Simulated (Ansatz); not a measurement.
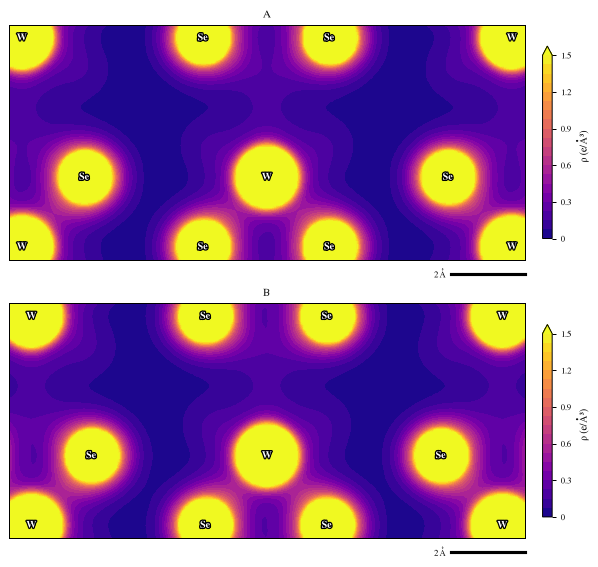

WSe₂. The valence electron density of two cells that differ in size and shape, on the (110) plane of each (indices in the axes of the calculation cell), at one length scale and on one colour scale; one has 20.1 and the other 20.9 Å³ an atom.

Theory: Ansatz, DFT, PBE, PAW with Ansatz's default frozen-core files, scalar-relativistic.

The larger cell:

```cif
data_structure
_symmetry_space_group_name_H-M 'P 1'
_symmetry_Int_Tables_number 1
_cell_length_a 3.2900
_cell_length_b 3.2900
_cell_length_c 13.3591
_cell_angle_alpha 90.000
_cell_angle_beta 90.000
_cell_angle_gamma 120.000
_cell_volume 125.23
loop_
_atom_site_label
_atom_site_type_symbol
_atom_site_fract_x
_atom_site_fract_y
_atom_site_fract_z
_atom_site_occupancy
W1 W 0.33333 0.66667 0.25000 1
W2 W 0.66667 0.33333 0.75000 1
Se1 Se 0.33333 0.66667 0.62100 1
Se2 Se 0.66667 0.33333 0.12100 1
Se3 Se 0.33333 0.66667 0.87900 1
Se4 Se 0.66667 0.33333 0.37900 1
```

The smaller cell: a = 3.290 Å, b = 3.290 Å, c = 12.840 Å, α = 90.00°, β = 90.00°, γ = 120.00°.

> Which is the denser cell? Describe the effect of the change.

Panel B is the smaller cell, by 4 % in volume. From the larger cell to the smaller, W–Se goes from 2.56 to 2.52 Å, and the density at its midpoint from 0.52 to 0.56 e/Å³; the pressure goes from −0.8 to 5 GPa.
